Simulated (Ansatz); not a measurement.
## Run report: WSe₂, single-point calculation

WSe₂ (6 atoms in the cell), computed with DFT PBEsol+D3(BJ), scalar-relativistic, plane waves, PAW, no spin polarisation (Ansatz 0.2.0).

The structure derives from an entry of the Crystallography Open Database. Figures and captions count atoms from 1; the log counts them from 0 in places.

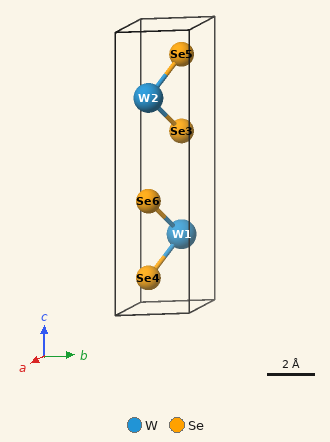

*The input geometry (ball-and-stick view of the cell of the calculation, seen slightly off an axis; atoms are numbered from 1 in the order of the input). An atom can appear more than once, as a periodic image.*

**Results in brief**

| quantity | value |
| --- | --- |
| outcome | converged |
| space group (tolerance 0.01 Å) | P6₃/mmc (194) |
| electrons treated | 92 |
| free energy | −42216.2839 eV |
| Fermi energy | 14.746 eV |
| gap on the k-point mesh | 0.71 eV |
| pressure | −0.01 GPa |
| largest force (length of the vector) | under 0.001 eV/Å |
| hardware | 1 thread of Intel Xeon (Sapphire Rapids), 32 GiB of memory available, shared host |
| wall time | 14 s |
| peak memory | 0.6 GiB |

**Remarks**

Spin–orbit coupling is left out, which matters for W.

**Input**
```yaml
crystal:
  lattice:
    - [3.2304557819, 0.0, 0.0]
    - [-1.6152278909, 2.7976567729, 0.0]
    - [0.0, 0.0, 12.4145017028]
  atoms:
    - { symbol: W, position: [0.3333333333, 0.6666666667, 0.25] }
    - { symbol: W, position: [0.6666666667, 0.3333333333, 0.75] }
    - { symbol: Se, position: [0.3333333333, 0.6666666667, 0.6145805872] }
    - { symbol: Se, position: [0.6666666667, 0.3333333333, 0.1145805872] }
    - { symbol: Se, position: [0.3333333333, 0.6666666667, 0.8854194128] }
    - { symbol: Se, position: [0.6666666667, 0.3333333333, 0.3854194128] }
basis:
  ecutwfc: 420
kpoints:
  mp_grid: { grid: [12, 12, 4] }
hamiltonian:
  xc: pbesol
  dispersion: d3bj
scf:
  occupations: { method: gaussian, width: 0.05 }
output:
  forces: true
  stress: true
  eigenvalues: true
  write_density: true
  write_potential: true
  elf: true
  volumetric_format: npy
```

Run as:
```bash
ansatz run input.yaml --threads 1 --pin off --max-ram 2560MiB --backend cpu --events-out ev --progress --plain --runs-dir out
```

**The program's output**
```
Engine: ansatz 0.2.0, x86_64-unknown-linux-gnu
Pseudopotentials: kind: paw
Pseudopotential: W, paw, valence charge 14, recommended cutoff 420 eV (normal), W.paw.azcp
Pseudopotential: Se, paw, valence charge 16, recommended cutoff 420 eV (normal), Se.paw.azcp
Functional definition: PBEsol
  exchange = pbesol_x
  correlation = pbesol_c
Crystal: 6 atoms, lattice volume = 112.199 Å³
Basis set: ecut = 420 eV, 2249 PW (Γ), exchange–correlation on 48×48×180 points (8 copies of the dense FFT grid, shifted against one another)
Bands: 56, of which v1, the nominal top of the filled ones, is band 46 counted from 1 (45 counted from 0)
Symmetry: 24 space group operations
Space group: P63/mmc (ITA 194), of the structure as read, at distance tolerance 4.8e-5 Å
k-points: 57 of 576
Non-local potential: W, projectors of the file, l = 0: 3, l = 1: 2, l = 2: 2, l = 3: 1
Non-local potential: Se, projectors of the file, l = 0: 2, l = 1: 2, l = 2: 3, l = 3: 1
PAW form: soft (Blöchl's): semilocal exchange-correlation on the pseudo side does not see the compensation charge
PAW frozen core: W, regenerated for the run's functional, and the local potential with it (the file was generated under x = pbe(κ = 0.804, μ = 0.2195149727645171), c = pbe(β = 0.06672455060314922))
PAW frozen core: Se, regenerated for the run's functional, and the local potential with it (the file was generated under x = pbe(κ = 0.804, μ = 0.2195149727645171), c = pbe(β = 0.06672455060314922))
PAW one-centre angular grid: W, 590 points (default); XC on 64 Gauss nodes
PAW one-centre angular grid: Se, 590 points (default); XC on 64 Gauss nodes
Initial density: superposition of atomic densities (neutral atoms: chi_scale 0, normalization atom), corrected by the library's trained network
Initial wavefunctions: pseudopotential atomic-orbital guess
Functional: x = pbesol(κ = 0.804, μ = 0.12345679012345678), c = pbesol(β = 0.046)
SCF iter   1: F=—  HF=-42216.277759 eV  |F-HF|=—  |Δ(HF+E_count)|=         —  Δρ=4.90e-3  dr2=1.12e-2  ethr=1.77e-3  ⟨swp⟩=6.1  Hψ=11490  notcnv=0  defer=2
preconditioner: auto → Resta (q_TF=auto, 2.640 Å⁻¹)  ε∞=6.2  [insulator: Δε(μ)=0.703 eV  Ē_g=9.233 eV  σ=0.050 eV  W_gap=1.00  n_scr=40 (ndim 8)  ℏωp=21.0 eV  f_vac=0.020  D(μ)=0.00/eV (n_scr^D=0)  ε∞_Penn≈6.2]
SCF iter   2: F=—  HF=-42216.281561 eV  |F-HF|=—  |Δ(HF+E_count)|=   3.80e-3  Δρ=2.82e-3  dr2=3.76e-3  ethr=1.22e-5  ⟨swp⟩=3.0  Hψ=6556  notcnv=0  defer=11
SCF iter   3: F=—  HF=-42216.283836 eV  |F-HF|=—  |Δ(HF+E_count)|=   2.27e-3  Δρ=7.05e-4  dr2=4.61e-4  ethr=4.09e-6  ⟨swp⟩=2.0  Hψ=3832  notcnv=0  defer=11
SCF iter   4: F=—  HF=-42216.283901 eV  |F-HF|=—  |Δ(HF+E_count)|=   6.50e-5  Δρ=1.71e-4  dr2=8.77e-5  ethr=5.02e-7  ⟨swp⟩=2.7  Hψ=5191  notcnv=0  defer=11
SCF iter   5: F=—  HF=-42216.283900 eV  |F-HF|=—  |Δ(HF+E_count)|=   6.38e-7  Δρ=1.05e-4  dr2=1.05e-5  ethr=9.53e-8  ⟨swp⟩=2.0  Hψ=3600  notcnv=0  defer=11
SCF iter   6: F=—  HF=-42216.283906 eV  |F-HF|=—  |Δ(HF+E_count)|=   6.08e-6  Δρ=1.50e-5  dr2=2.22e-7  ethr=1.14e-8  ⟨swp⟩=2.0  Hψ=4067  notcnv=0  defer=11
SCF iter   7: F=-42216.283906 eV  HF=-42216.283906 eV  |F-HF|=1.53e-8  |Δ(HF+E_count)|=   1.74e-7  Δρ=3.92e-6  dr2=2.00e-8  ethr=1.09e-10  ⟨swp⟩=12.2  Hψ=19711  notcnv=0
SCF 1 converged in 7 iterations: F = -42216.283906 eV  dr2 = 2.00e-8
  greatest PAW one-centre occupation: 1.000 electrons in one spin orbital (limit 2), on the Se atom at site 5 (counted from 0), in its partial waves of l = 2
```

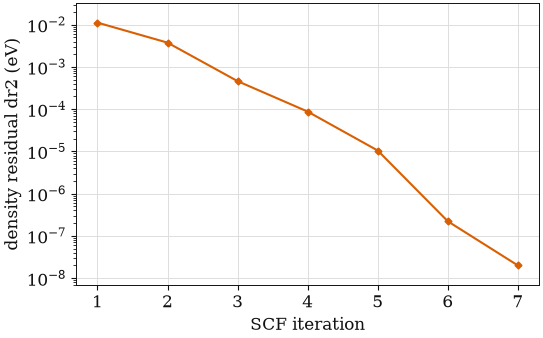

*Convergence of the self-consistent field: density residual dr2 against the SCF iteration.*

The residual falls at every step.

```
SCF converged after 7 iterations
Free energy (F): -42216.283906 eV
Harris-Foulkes:  -42216.283906 eV  (|F-HF|=1.53e-8)
Internal energy: -42216.283906 eV  (E = F + TS)
E sigma→0 (E₀):  -42216.283906 eV
Fermi energy:    14.746275 eV
--- Per-component energies (eV) ---
  E_band       = -1564.916021
  E_kinetic    = 1385.077676
  E_local      = -10492.864141  (includes V_loc(G=0)·N_el)
  E_nonlocal   = -2361.896850
  E_hartree    = 5083.010526
  E_xc         = -948.714142
  E_vxc        = -876.199185  (∫ρ·V_xc dr)
  E_paw        = -24344.652685  (= ΣΔE_a)
  E_vpaw       = 614.948183  (= ΣTr[D̂ρ^β])
  E_aug_tail   = -0.002554  (compensation charges beyond the density's cutoff)
  E_ewald      = -10537.858153
  E_disp       = -2.860970  (pairwise vdW)
  E_core_change = 4.477386  (= ΣΔE_core)
  E_smearing   = -0.000000  (= −TS)
  E_closure    = -0.000000  (closes the sum)
  Σ components = -42216.283906   (vs F -42216.283906, Δ=0.00e0)
--- Forces (eV/Å), atoms counted from 1 ---
  atom   1  W     -0.00000000     0.00000000    -0.00000000
  atom   2  W      0.00000000     0.00000000     0.00000000
  atom   3  Se    -0.00000000    -0.00000000     0.00001919
  atom   4  Se     0.00000000     0.00000000     0.00001919
  atom   5  Se    -0.00000000     0.00000000    -0.00001919
  atom   6  Se     0.00000000     0.00000000    -0.00001919
  max |Σ_I F_I| component: 1.39e-17 eV/Å
--- Stress (GPa, compression-positive) ---
       -0.001438      -0.000000      -0.000000
       -0.000000      -0.001438      -0.000000
       -0.000000      -0.000000      -0.029387
  P = ⅓ Tr σ = -0.0108 GPa (-0.108 kbar)
--- Band table (eV; the first three rows and the last of 57) ---
  k-point 0: bands = ["-59.8442", "-59.8442", "-33.6081", "-33.6081", "-33.6079", "-33.6079", "-33.6074", "-33.6074", "-33.6072", "-33.6072", "-33.5836", "-33.5836", "-33.5827", "-33.5827", "-33.5825", "-33.5825", "-33.5815", "-33.5815", "-33.5735", "-33.5730", "-33.5714", "-33.5709", "-24.1769", "-24.1768", "-23.9849", "-23.9849", "-23.9848", "-23.9848", "-1.3611", "-0.9027", "-0.2261", "0.5229", "6.6491", "8.2645", "10.1702", "11.6594", "11.6594", "11.6899", "11.6899", "12.8176", "12.8176", "12.9195", "12.9195", "12.9221", "13.6146", "14.3965", "17.0599", "17.0599", "17.0766", "17.0766", "17.1515", "17.1515", "17.4533", "17.4533", "19.1494", "19.7669"]
  k-point 1: bands = ["-59.8442", "-59.8442", "-33.6081", "-33.6081", "-33.6079", "-33.6079", "-33.6074", "-33.6074", "-33.6073", "-33.6073", "-33.5836", "-33.5836", "-33.5830", "-33.5830", "-33.5821", "-33.5821", "-33.5816", "-33.5816", "-33.5735", "-33.5731", "-33.5713", "-33.5710", "-24.1769", "-24.1768", "-23.9848", "-23.9848", "-23.9848", "-23.9848", "-1.3165", "-1.0125", "-0.0773", "0.4317", "6.8205", "7.8960", "10.6282", "11.6636", "11.6636", "11.6851", "11.6851", "12.3921", "12.8325", "12.8325", "12.9045", "12.9045", "13.9171", "14.3549", "17.0553", "17.0553", "17.0566", "17.0566", "17.2126", "17.2126", "17.4154", "17.4154", "19.2584", "19.6936"]
  k-point 2: bands = ["-59.8442", "-59.8442", "-33.6080", "-33.6080", "-33.6080", "-33.6080", "-33.6073", "-33.6073", "-33.6073", "-33.6073", "-33.5833", "-33.5833", "-33.5833", "-33.5833", "-33.5818", "-33.5818", "-33.5818", "-33.5818", "-33.5733", "-33.5733", "-33.5711", "-33.5711", "-24.1768", "-24.1768", "-23.9848", "-23.9848", "-23.9848", "-23.9848", "-1.1897", "-1.1897", "0.1987", "0.1987", "7.2850", "7.2850", "11.5055", "11.5055", "11.6741", "11.6741", "11.6741", "11.6741", "12.8685", "12.8685", "12.8685", "12.8685", "14.2099", "14.2099", "17.0487", "17.0487", "17.0487", "17.0487", "17.3205", "17.3205", "17.3205", "17.3205", "19.4939", "19.4939"]
  k-point 56: bands = ["-59.8289", "-59.8289", "-33.6060", "-33.6060", "-33.6044", "-33.6044", "-33.6042", "-33.6042", "-33.6040", "-33.6040", "-33.5857", "-33.5857", "-33.5845", "-33.5845", "-33.5833", "-33.5833", "-33.5832", "-33.5832", "-33.5705", "-33.5705", "-33.5680", "-33.5680", "-24.2004", "-24.2004", "-24.1689", "-24.1689", "-24.1081", "-24.1081", "1.4293", "1.4293", "1.4624", "1.4624", "8.2606", "8.2606", "8.3933", "8.3933", "9.3943", "9.3943", "9.6156", "9.6156", "10.9381", "10.9381", "11.4194", "11.4194", "13.8924", "13.8924", "15.8245", "15.8245", "16.5749", "16.5749", "17.6076", "17.6076", "18.7559", "18.7559", "20.8535", "20.8535"]
```

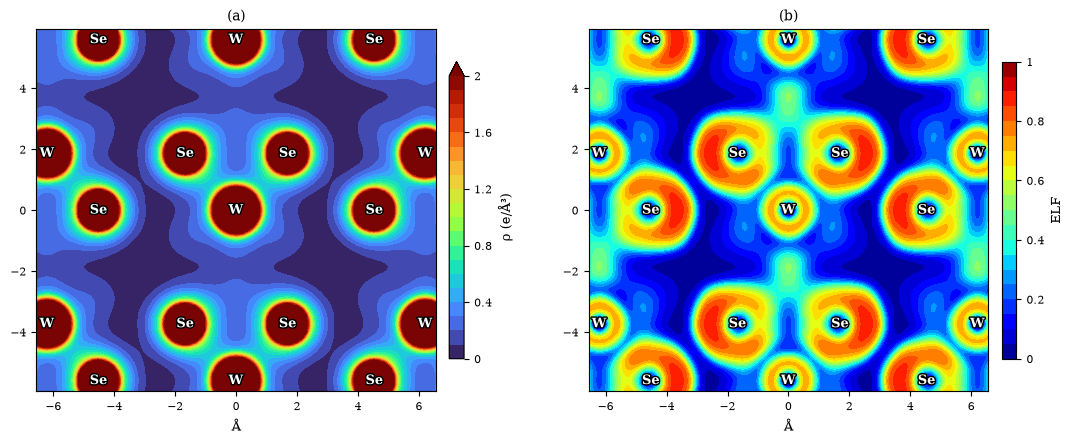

*(a) valence electron density; (b) electron localisation function on the (110) plane of the conventional cell.*

Atoms in the plane: W and Se. W–Se (2.51 Å): the density is about 0.57 e/Å³ at the midpoint; the ELF is about 0.50 at the midpoint. Away from the nuclei the density in this plane falls to 0.02 e/Å³ at its lowest. The strong features right at W lie inside the PAW spheres (semicore, d or f shells) and say nothing about bonding. In a PAW calculation such maps are meaningful between the atoms, not at the nuclei.

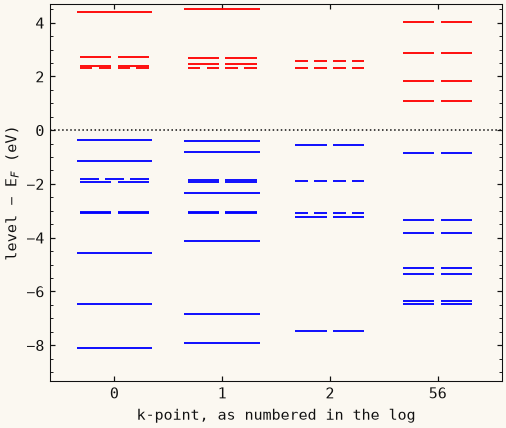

*Kohn–Sham levels near the Fermi level (dotted) at the few k-points that the log prints; levels within 0.02 eV of each other stand side by side.*

Among these points the highest filled and lowest empty levels are 1.43 eV apart; the gap on the full mesh, 0.71 eV, has an edge at a point that isn't printed.
